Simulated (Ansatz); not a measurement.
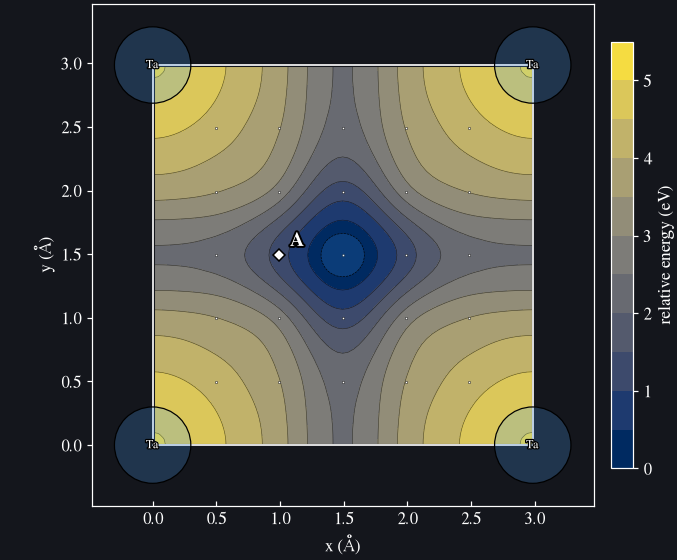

N on a Ta(100) slab cut from the Fm-3m phase, its upper half relaxed before the scan (3 atoms of substrate and one adsorbate in a 1 × 1 cell). 
- N is moved over the surface cell; relaxed at each place: the height of the adsorbate's atoms; substrate rigid; the origin of the map has the adsorbate above Ta3.
- Places are given modulo a cell vector. The map is drawn in real space over the plane of the surface.
- Grid: 6 × 6 points; 10 points were computed and 26 follow by symmetry.
- Energies: eV, counted from the lowest grid point.
- With one adsorbate in each 1 × 1 cell, its nearest image is 3.0 Å away, so neighbouring adsorbates interact.
- These are results of DFT PBE, scalar-relativistic, plane waves, PAW (Ansatz 0.2.0), not measurements. Settings: cutoff 420 eV, k-mesh 9×9×1, gaussian smearing 0.1 eV, no spin polarisation.

Drawn: filled contours, dots at the grid points, labelled circles for the atoms of the top layer and small ones for the second layer, the outline of one cell of the plane, the point A. Between grid points the surface is interpolated.

Is A at rest? If not, where is it pushed?

A, at (2/6, 3/6) of the cell vectors, is not a stationary point. The computed force is 3.3 eV/Å in the plane, pointing right in the picture (components 3.3 and 0.0 eV/Å).

PAW datasets: the set soft_1.
